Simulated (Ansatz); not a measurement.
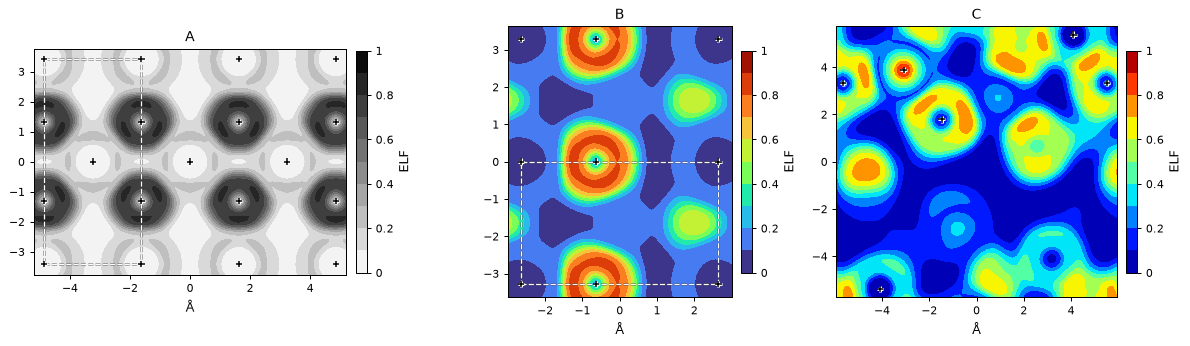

The ELF of 3 systems, each on a plane through atoms (crosses mark nuclei in the plane).

The calculation used Ansatz 0.2.0, DFT PBE, scalar-relativistic, plane waves, PAW.

System 1: SnO$_{2}$, the (11̄0) plane of the conventional cell. Space group P4₂/mnm.

```
Sn O
1.0
     4.82742    0.00000    0.00000
     0.00000    4.82742    0.00000
     0.00000    0.00000    3.23807
Sn O
2 4
Cartesian
  0.0000 0.0000 0.0000
  2.4137 2.4137 1.6190
  1.4798 1.4798 0.0000
  0.9339 3.8935 1.6190
  3.3476 3.3476 0.0000
  3.8935 0.9339 1.6190
```

System 2: ZnO, the (11̄0) plane of the conventional cell. Space group P6₃mc.

System 3: Cd$_{10}$Ge$_{10}$As$_{19}$ (cell with a defect), the (010) plane of the calculation cell. Computed without spin polarisation.

```
Cd Ge As
1.0
    -3.02417    9.07250   -5.74198
     3.02417   -9.07250   -5.74198
    -9.07250   -3.02417    5.74198
Cd Ge As
10 10 19
Direct
  0.74921 0.24436 0.50866
  0.15211 0.44652 0.10032
  0.92533 0.81392 0.27113
  0.34946 0.04727 0.89435
  0.55609 0.64554 0.70549
  0.69907 0.10241 0.80375
  0.09699 0.32366 0.38602
  0.90431 0.70836 0.61111
  0.31259 0.90910 0.20768
  0.49602 0.50321 0.99887
  0.20015 0.59731 0.80527
  0.60086 0.80321 0.40697
  0.36645 0.19269 0.58827
  0.79904 0.40428 0.20237
  0.00178 0.99970 0.99768
  0.05792 0.14506 0.67337
  0.45670 0.34940 0.30368
  0.25637 0.75448 0.50480
  0.65122 0.95170 0.09947
  0.84819 0.54726 0.89925
  0.53331 0.33070 0.11343
  0.33485 0.72806 0.31560
  0.73742 0.93081 0.91610
  0.93591 0.52980 0.71659
  0.78476 0.06372 0.60240
  0.18478 0.26112 0.19673
  0.98466 0.66821 0.40388
  0.38150 0.86540 0.99501
  0.57504 0.45363 0.79405
  0.41566 0.02702 0.67906
  0.80667 0.21985 0.28617
  0.61572 0.61970 0.48586
  0.02219 0.82065 0.08046
  0.20533 0.40811 0.87749
  0.27667 0.58945 0.61322
  0.66910 0.79009 0.20990
  0.47338 0.18971 0.41437
  0.87249 0.38763 0.00946
  0.07501 0.99654 0.80568
```

Which map belongs to which system?

Panel A is system 1, SnO$_{2}$: the plane holds Sn and O. Sn–O (2.09 Å): the ELF peaks at about 0.80 in the valence shell of O, 0.6 Å from its nucleus, and is about 0.25 at the midpoint (no localised pair shows between them). Panel B is system 2, ZnO: the plane holds Zn and O. Zn–O (2.01 Å): the ELF peaks at about 0.85 in the valence shell of O, 0.6 Å from its nucleus, and is about 0.25 at the midpoint: no localised pair shows between them. Panel C is system 3, Cd$_{10}$Ge$_{10}$As$_{19}$: the plane holds Cd, Ge and As. Cd–As (2.62 Å): the ELF is about 0.45 at the midpoint.
